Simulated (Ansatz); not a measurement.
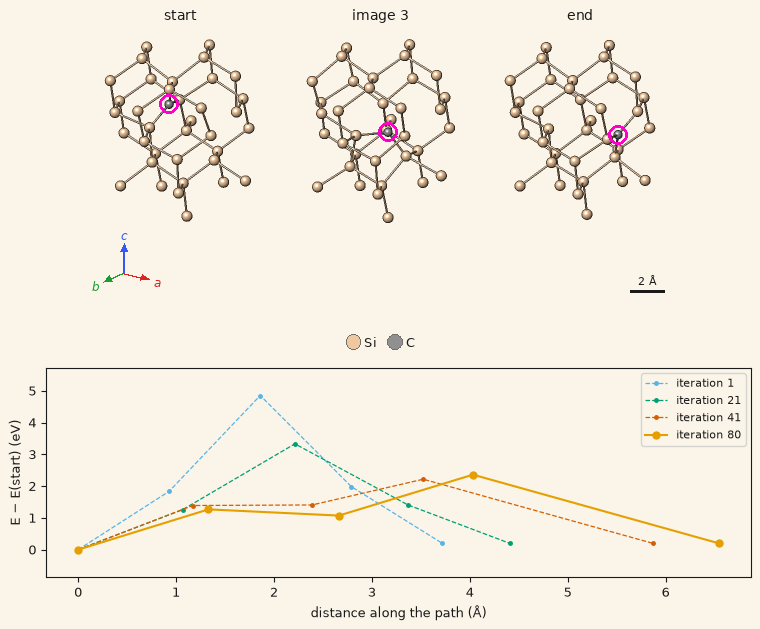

A search for the minimum-energy path of Si with a Si vacancy (63 atoms in the cell, charge -2) by the nudged elastic band. Images are numbered from 0 (start) to 4 (end). The plot follows the band through its iterations. The picture is a ball-and-stick view of the atoms within 5.4 Å of the middle of the path, seen from a free direction. The moving atom is ringed, with any periodic copies. Bonds to atoms that aren't drawn are left out.

These are results of DFT PBE, scalar-relativistic, plane waves, PAW (Ansatz), not measurements. Run with plane-wave cutoff 420 eV; k-point mesh 1 × 1 × 1; Gaussian smearing 0.02 eV; 3 movable images; climbing image; force threshold 0.05 eV/Å; iteration limit 80; optimiser L-BFGS; starting path by straight interpolation.

Q: Did the band converge, and can the barrier be trusted?

A: The result isn't final. The band hadn't converged when the run stopped after 80 iterations. The barrier read from it is provisional, though the highest image hardly moved in the last two iterations. Where the two sites are alike by symmetry the ends should have one energy; a difference shows that they relaxed into different distortions of this small cell. The first iteration put the highest image at 4.85 eV. The energy climbs by 2.36 eV to image 3 and then falls by 2.16 eV, so the end point sits at +0.20 eV. The profile has 2 maxima (images 1, 3) with a dip at image 2 (+1.07 eV), which on an unconverged band is provisional.

Limits of the set-up: the cell is charged, on a uniform background, and energies carry no finite-size correction.

The run took 26 min on 4 threads of Arm Neoverse V1 (shared host), peak memory 2.7 GiB.

PAW datasets: the set soft_1.
